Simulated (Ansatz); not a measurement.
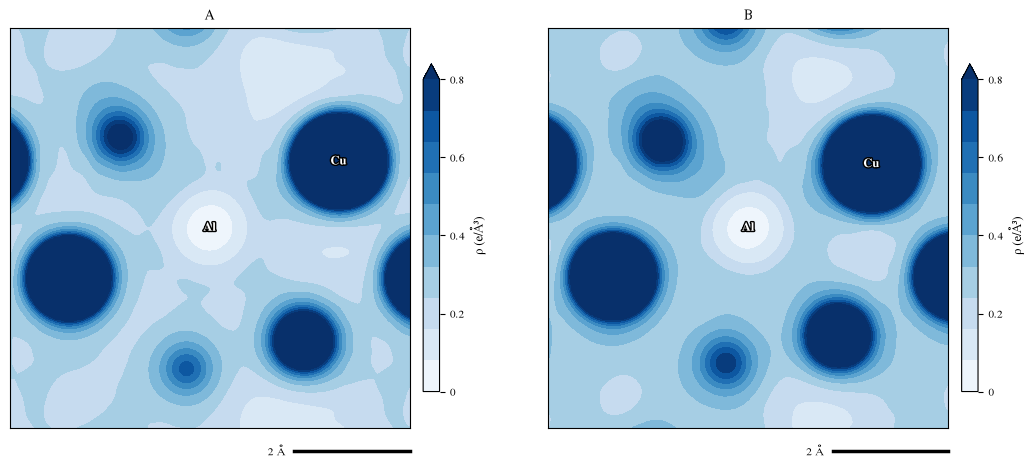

AlCu4. The valence charge density (pseudo) of two cells that differ in size, on the (010) plane of each (indices in the axes of the calculation cell), at one length scale and on one colour scale; one has 10.6 and the other 12.1 Å³ an atom.

Space group P2₁3; a structure from a database of computed crystals, not necessarily the ambient phase; computed without spin polarisation.

Method: DFT PBEsol, scalar-relativistic, plane waves, PAW (Ansatz 0.2.0).

The density is the valence pseudo-density of a PAW calculation; it isn't the true density close to the nuclei.

The larger cell:

```xyz
20
Lattice="6.2247 0.0000 0.0000 0.0000 6.2247 0.0000 0.0000 0.0000 6.2247" Properties=species:S:1:pos:R:3 pbc="T T T"
Al    2.7377    5.8500    3.4870
Al    5.8500    3.4870    2.7377
Al    3.4870    2.7377    5.8500
Al    0.3747    0.3747    0.3747
Cu    5.0343    1.9219    1.1904
Cu    1.9219    1.1904    5.0343
Cu    1.1904    5.0343    1.9219
Cu    4.3027    4.3027    4.3027
Cu    0.2939    5.4488    4.3625
Cu    1.8622    3.4063    3.8882
Cu    2.3364    4.9745    5.9307
Cu    3.4063    3.8882    1.8622
Cu    4.9745    5.9307    2.3364
Cu    5.4488    4.3625    0.2939
Cu    5.9307    2.3364    4.9745
Cu    4.3625    0.2939    5.4488
Cu    3.8882    1.8622    3.4063
Cu    2.8184    0.7759    1.2502
Cu    1.2502    2.8184    0.7759
Cu    0.7759    1.2502    2.8184
```

The smaller cell: a = 5.965 Å, b = 5.965 Å, c = 5.965 Å, α = 90.00°, β = 90.00°, γ = 90.00°.

> Which is the denser cell? Describe the effect of the change.

Panel B is the smaller cell, by 12 % in volume. From the larger cell to the smaller, Al–Cu goes from 2.52 to 2.41 Å, and the density at its midpoint from 0.29 to 0.34 e/Å³; the pressure goes from 0.0 to 26 GPa.
